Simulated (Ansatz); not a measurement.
**Run report: Ni₃Ge, phonon calculation**

Ni₃Ge (4 atoms in the cell), computed with DFT LDA, scalar-relativistic, plane waves, PAW, no spin polarisation (Ansatz 0.2.0).

The structure derives from a Materials Project entry. It belongs to a series of runs on one base structure; here: phonons at volume × 1.02. Figures and captions count atoms from 1; the log counts them from 0 in places.

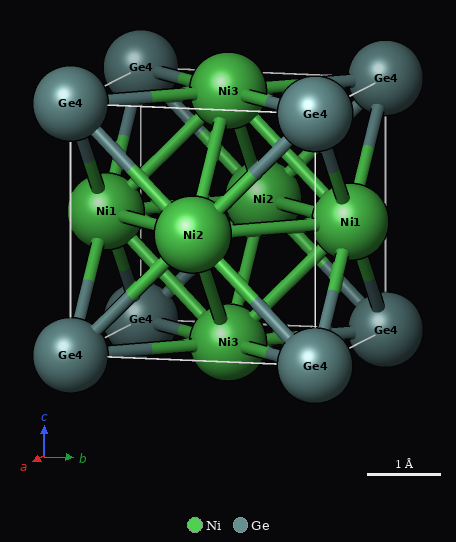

Figure 1. The structure as given in the input (ball-and-stick view of the cell of the calculation, seen slightly off an axis; atoms are numbered from 1 in the order of the input). An atom can appear more than once, as a periodic image.

Summary:

| quantity | value |
| --- | --- |
| outcome | converged |
| space group (tolerance 0.01 Å) | Pm-3m (221) |
| electrons treated | 68 |
| free energy | −21537.3376 eV |
| Fermi energy | 18.723 eV |
| gap on the k-point mesh | none (metallic) |
| hardware | 2 threads of Arm Neoverse V2, 24 GiB of memory available, shared host |
| wall time | 2.2 min (CPU time 4.2 min) |
| peak memory | 2.2 GiB |

Notes:

Results for this metal are sensitive to the k-point mesh. The run has no spin polarisation, so a magnetic state may lie lower.

Input file:
```yaml
crystal:
  lattice:
    - [3.5136576012, 0.0, 0.0]
    - [0.0, 3.5136576012, 0.0]
    - [0.0, 0.0, 3.5136576012]
  atoms:
    - { symbol: Ni, position: [0.5, 0.0, 0.5] }
    - { symbol: Ni, position: [0.0, 0.5, 0.5] }
    - { symbol: Ni, position: [0.5, 0.5, 0.0] }
    - { symbol: Ge, position: [0.0, 0.0, 0.0] }
basis:
  ecutwfc: 420
kpoints:
  mp_grid: { grid: [12, 12, 12] }
hamiltonian:
  xc: lda
scf:
  occupations: { method: fermi_dirac, width: 0.15 }
output:
  eigenvalues: true
phonons:
  method: dfpt
  eigenvectors: true
```

Launch command:
```bash
ansatz run input.yaml --threads 2 --pin off --max-ram 6144MiB --backend cpu --events-out ev --progress --plain --runs-dir out
```

Output:
```
zone centre: on kpoints.mp_grid the ground state, and the responses unless they are solved on pairs of k-points, stand on 343 of the mesh's 1728 k-points, reduced under 8 symmetry operations, with k and −k counted as one. Each operation leaves every solved displacement unchanged or reverses it
Engine: ansatz 0.2.0, aarch64-unknown-linux-gnu
Pseudopotentials: kind: paw
Pseudopotential: Ni, paw, valence charge 18, recommended cutoff 420 eV (normal), Ni.paw.azcp
Pseudopotential: Ge, paw, valence charge 14, recommended cutoff 420 eV (normal), Ge.paw.azcp
Functional definition: SPW92
  exchange = slater_x
  correlation = pw_c
Crystal: 4 atoms, lattice volume = 43.379 Å³
Basis set: ecut = 420 eV, 847 PW (Γ), exchange–correlation on 48×48×48 points (8 copies of the dense FFT grid, shifted against one another)
Bands: 41, of which v1, the nominal top of the filled ones, is band 34 counted from 1 (33 counted from 0)
Symmetry: 48 space group operations
k-points: 343 of 1728 (irreducible under 8 space group operations)
Non-local potential: Ni, projectors of the file, l = 0: 3, l = 1: 2, l = 2: 3, l = 3: 1
Non-local potential: Ge, projectors of the file, l = 0: 2, l = 1: 2, l = 2: 3, l = 3: 1
PAW form: soft (Blöchl's): semilocal exchange-correlation on the pseudo side does not see the compensation charge
PAW frozen core: Ni, regenerated for the run's functional, and the local potential with it (the file was generated under x = pbe(κ = 0.804, μ = 0.2195149727645171), c = pbe(β = 0.06672455060314922))
PAW frozen core: Ge, regenerated for the run's functional, and the local potential with it (the file was generated under x = pbe(κ = 0.804, μ = 0.2195149727645171), c = pbe(β = 0.06672455060314922))
PAW one-centre angular grid: Ni, 590 points (default); XC on 64 Gauss nodes
PAW one-centre angular grid: Ge, 590 points (default); XC on 64 Gauss nodes
Initial density: superposition of atomic densities (neutral atoms: chi_scale 0, normalization atom), corrected by the library's trained network
Initial wavefunctions: pseudopotential atomic-orbital guess
Functional: x = slater, c = lda
SCF iter   1: F=—  HF=-21537.354522 eV  |F-HF|=—  |Δ(HF+E_count)|=         —  Δρ=2.03e-2  dr2=7.80e-2  ethr=1.77e-3  ⟨swp⟩=5.3  Hψ=44387  notcnv=0  defer=26
preconditioner: auto → Kerker (q_TF=auto, 2.941 Å⁻¹)  [metal: Δε(μ)=0.069 eV  Ē_g=13.394 eV  σ=0.150 eV  W_gap=0.12  n_scr=18 (ndim 8)  ℏωp=37.4 eV  f_vac=0.000  D(μ)=2.06/eV (n_scr^D=18)]
SCF iter   2: F=—  HF=-21537.338564 eV  |F-HF|=—  |Δ(HF+E_count)|=   1.60e-2  Δρ=5.05e-3  dr2=4.20e-3  ethr=1.15e-4  ⟨swp⟩=2.1  Hψ=25356  notcnv=0  defer=92
SCF iter   3: F=—  HF=-21537.337801 eV  |F-HF|=—  |Δ(HF+E_count)|=   7.63e-4  Δρ=1.74e-3  dr2=5.63e-4  ethr=6.18e-6  ⟨swp⟩=1.7  Hψ=14729  notcnv=0  defer=95
SCF iter   4: F=—  HF=-21537.337610 eV  |F-HF|=—  |Δ(HF+E_count)|=   1.91e-4  Δρ=3.56e-4  dr2=5.85e-5  ethr=8.28e-7  ⟨swp⟩=2.5  Hψ=22440  notcnv=0  defer=95
SCF iter   5: F=—  HF=-21537.337593 eV  |F-HF|=—  |Δ(HF+E_count)|=   1.64e-5  Δρ=2.52e-4  dr2=2.96e-5  ethr=8.60e-8  ⟨swp⟩=2.0  Hψ=16091  notcnv=0  defer=95
SCF iter   6: F=—  HF=-21537.337597 eV  |F-HF|=—  |Δ(HF+E_count)|=   3.38e-6  Δρ=3.67e-5  dr2=4.49e-7  ethr=4.35e-8  ⟨swp⟩=2.0  Hψ=17015  notcnv=0  defer=95
SCF iter   7: F=—  HF=-21537.337598 eV  |F-HF|=—  |Δ(HF+E_count)|=   1.54e-6  Δρ=1.62e-5  dr2=1.32e-7  ethr=6.61e-10  ⟨swp⟩=2.1  Hψ=24192  notcnv=0  defer=95
SCF iter   8: F=—  HF=-21537.337598 eV  |F-HF|=—  |Δ(HF+E_count)|=   4.58e-8  Δρ=5.13e-6  dr2=1.26e-8  ethr=1.95e-10  ⟨swp⟩=2.2  Hψ=17050  notcnv=0  defer=95
SCF iter   9: F=—  HF=-21537.337598 eV  |F-HF|=—  |Δ(HF+E_count)|=   3.86e-9  Δρ=1.52e-6  dr2=7.47e-10  ethr=1.85e-11  ⟨swp⟩=2.0  Hψ=20208  notcnv=0  defer=95
SCF iter  10: F=—  HF=-21537.337598 eV  |F-HF|=—  |Δ(HF+E_count)|=  2.29e-10  Δρ=3.76e-7  dr2=4.78e-11  ethr=1.10e-12  ⟨swp⟩=2.1  Hψ=22892  notcnv=0  defer=95
SCF iter  11: F=-21537.337598 eV  HF=-21537.337598 eV  |F-HF|=0.00e0  |Δ(HF+E_count)|=  7.28e-12  Δρ=1.21e-7  dr2=4.29e-12  ethr=1.00e-12  ⟨swp⟩=6.7  Hψ=65982  notcnv=0
SCF 1 converged in 11 iterations: F = -21537.337598 eV  dr2 = 4.29e-12
  greatest PAW one-centre occupation: 1.002 electrons in one spin orbital (limit 2), on the Ni atom at site 2 (counted from 0), in its partial waves of l = 1
```

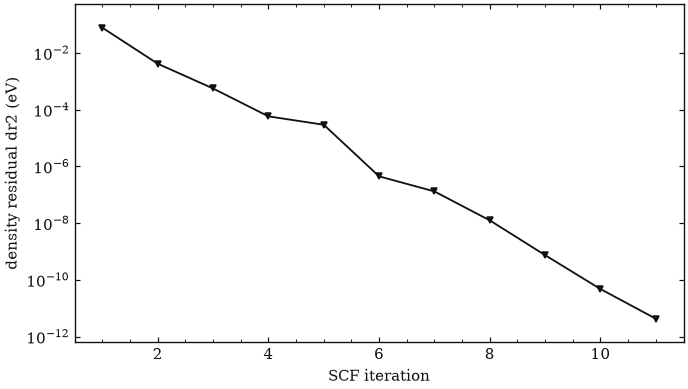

Figure 2. Convergence of the self-consistent field: density residual dr2 against the SCF iteration. The residual falls at every step.

```
DFPT response loops at Γ: preconditioner auto → Kerker (q_TF=auto, 2.941 Å⁻¹) (partly filled bands, converged f_vac=0.000); β = 1.00, the filter's whole step (`scf.mixing.beta` (0.50) is not read by the response loops under this deck's `scf.mixing.preconditioner`; to damp them name `kerker` or `kerker_dos`, under which they read `scf.mixing.beta`, and type it under 1.00, their step now; both keys bind the ground state too); Broyden in place of MSR1
SCF converged after 11 iterations
Free energy (F): -21537.337598 eV
Harris-Foulkes:  -21537.337598 eV  (|F-HF|=0.00e0)
Internal energy: -21537.171337 eV  (E = F + TS)
E sigma→0 (E₀):  -21537.254468 eV
Entropy (-TS):   -0.166261 eV (-41.565 meV/atom)
Fermi energy:    18.723306 eV
--- Per-component energies (eV) ---
  E_band       = -829.750830
  E_kinetic    = 972.014480
  E_local      = -12100.086299  (includes V_loc(G=0)·N_el)
  E_nonlocal   = 2344.747058
  E_hartree    = 5129.552906
  E_xc         = -332.862908
  E_vxc        = -398.843593  (∫ρ·V_xc dr)
  E_paw        = -6637.889660  (= ΣΔE_a)
  E_vpaw       = -1906.689847  (= ΣTr[D̂ρ^β])
  E_aug_tail   = 0.001800  (compensation charges beyond the density's cutoff)
  E_ewald      = -10915.859402
  E_core_change = 3.210688  (= ΣΔE_core)
  E_smearing   = -0.166261  (= −TS)
  E_closure    = 0.000000  (closes the sum)
  Σ components = -21537.337598   (vs F -21537.337598, Δ=0.00e0)
--- Band table (eV; the first three rows and the last of 343) ---
  k-point 0: bands = ["-83.6991", "-83.6625", "-83.6625", "-44.6073", "-44.6073", "-44.6073", "-44.5494", "-44.5494", "-44.5494", "-44.3895", "-44.3895", "-44.3895", "-6.1024", "-6.1024", "-6.0872", "-6.0872", "-6.0872", "5.9402", "13.6283", "14.7294", "14.7294", "15.1229", "15.1229", "15.1229", "17.1234", "17.1234", "17.1234", "17.6406", "17.6406", "17.6406", "18.0258", "18.0258", "18.3363", "18.6419", "18.6419", "18.6419", "22.6145", "25.6174", "25.6174", "29.1914", "29.1914"]
  k-point 1: bands = ["-83.6986", "-83.6631", "-83.6625", "-44.6060", "-44.6060", "-44.6055", "-44.5498", "-44.5498", "-44.5495", "-44.3915", "-44.3904", "-44.3904", "-6.1020", "-6.1005", "-6.0872", "-6.0872", "-6.0871", "6.0200", "13.6404", "14.5872", "14.7849", "15.1113", "15.1113", "15.1426", "16.8906", "16.8906", "17.1003", "17.3557", "17.7993", "17.7993", "18.0258", "18.0339", "18.3016", "18.6420", "18.7973", "18.7973", "22.8663", "25.6144", "25.8990", "28.9544", "29.0232"]
  k-point 2: bands = ["-83.6970", "-83.6647", "-83.6625", "-44.6022", "-44.6022", "-44.6004", "-44.5510", "-44.5510", "-44.5498", "-44.3974", "-44.3929", "-44.3929", "-6.1011", "-6.0954", "-6.0872", "-6.0872", "-6.0869", "6.2556", "13.5238", "14.2719", "14.9456", "15.0703", "15.0703", "15.1987", "16.5964", "16.5964", "16.9316", "17.0346", "17.8338", "17.8338", "17.9543", "18.0206", "18.2033", "18.6423", "19.3137", "19.3137", "23.2381", "25.6052", "26.7248", "28.3620", "28.3620"]
  k-point 342: bands = ["-83.6746", "-83.6746", "-83.6746", "-44.6310", "-44.6310", "-44.6310", "-44.5586", "-44.4947", "-44.4947", "-44.4947", "-44.3578", "-44.3578", "-6.1008", "-6.1008", "-6.1008", "-6.0611", "-6.0611", "9.4938", "14.4125", "14.4125", "14.4125", "14.7689", "14.7689", "14.7689", "16.3773", "16.3773", "16.3773", "17.2537", "17.2537", "17.2537", "17.4260", "17.4260", "18.0692", "18.4105", "18.4105", "18.4105", "19.3348", "22.8886", "22.8886", "22.8886", "36.0472"]
--- Phonons (Γ-DFPT): 3 representative perturbations + reference, on 343 of 1728 k-points (Σ response iterations 11) ---
  k mesh reduced under 8 symmetry operations, with k and −k counted as one. Each operation leaves every solved displacement unchanged or reverses it
  ASR residual: 1.067e-3 → 0.000e0 eV/Å²; symmetrization residual: 3.137e-6 eV/Å²
  ASR residual per site (eV/Å²): 1.07e-3 1.07e-3 1.07e-3 3.25e-7
  Γ frequencies (cm⁻¹): 0.00 0.00 0.00 166.74 166.74 166.74 189.48 189.48 189.48 291.90 291.90 291.90
  non-analytic LO–TO correction: not included (Born effective charges unavailable; polar crystals: no LO–TO splitting at Γ)
```

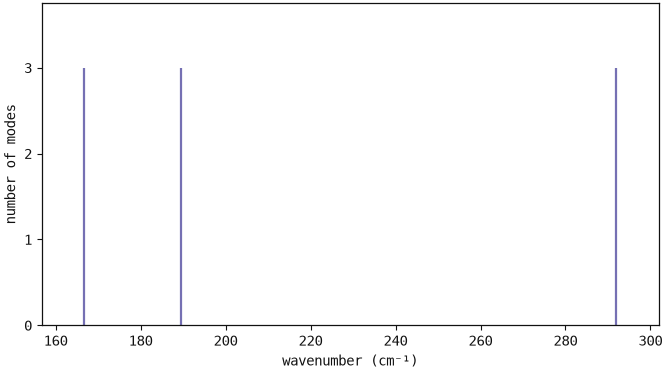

Figure 3. Optical phonons at the zone centre (no LO–TO term); neighbouring modes closer than 3 cm⁻¹ are counted in one stick. 9 modes from 167 to 292 cm⁻¹, none imaginary.

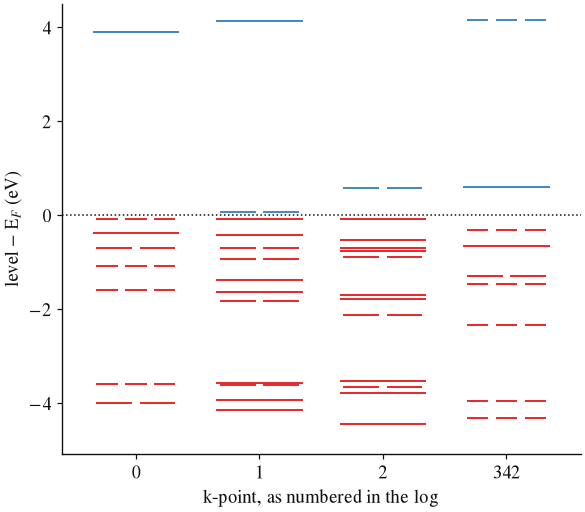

Figure 4. Kohn–Sham levels near the Fermi level (dotted) at the few k-points that the log prints; levels within 0.02 eV of each other stand side by side. The system is metallic on the full mesh.
